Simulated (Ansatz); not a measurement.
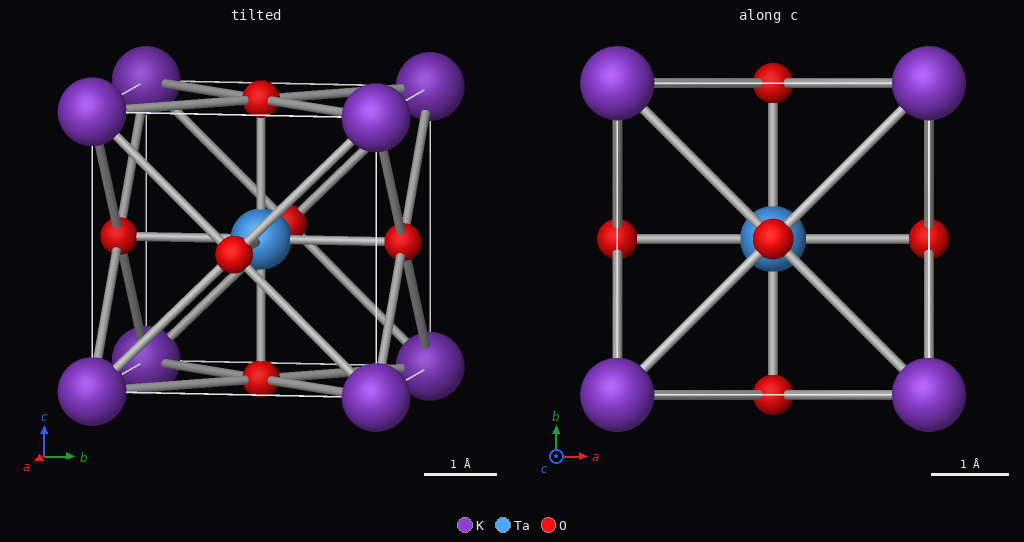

View slightly off an axis and along the c axis, drawn as a ball-and-stick model. One conventional unit cell is outlined, and atoms on its boundary appear in each equivalent place.

KTaO3, space group P4/mmm (No. 123), a = 4.070 Å, b = 4.070 Å, c = 3.963 Å, α = 90.00°, β = 90.00°, γ = 90.00°. The structure comes from a structure type filled with these elements by a generator (whether the compound takes this form wasn't checked). The cell was then strained or its atoms displaced on purpose. It went into a calculation with Ansatz.

This one geometry was computed with Ansatz (DFT, plane waves, PAW) at four levels of theory: PBE, r2SCAN with spin-orbit coupling, r2SCAN and HSE06. It was relaxed with r2SCAN and then strained.

> Which level gives the highest pressure at this volume, and what does that say about its equilibrium volume?

Highest: PBE (-1.1 GPa), which points to the largest equilibrium volume. Lowest, with the smallest volume: r2SCAN with spin-orbit coupling (-6.3 GPa) and HSE06 (-6.7 GPa). Levels within 0.5 GPa of each other can't be told apart.

> How does the band gap change with the level of theory?

PBE: a gap of 2.09 eV, indirect; r2SCAN with spin-orbit coupling: a gap of 2.35 eV, indirect; r2SCAN: a gap of 2.48 eV, indirect; HSE06: a gap of 3.41 eV, indirect.

> Collect the results in a table.

| level | cutoff (eV) | k-mesh of the run's cell | gap (eV) | pressure (GPa) |
| --- | --- | --- | --- | --- |
| PBE | 420 | 6×6×6 | 2.09 | -1.1 |
| r2SCAN with spin-orbit coupling | 500 | 6×6×6 | 2.35 | -6.3 |
| r2SCAN | 500 | 6×6×6 | 2.48 | -6.1 |
| HSE06 | 420 | 4×4×4 | 3.41 | -6.7 |

Gaps are taken on the k-mesh or band path of each run.
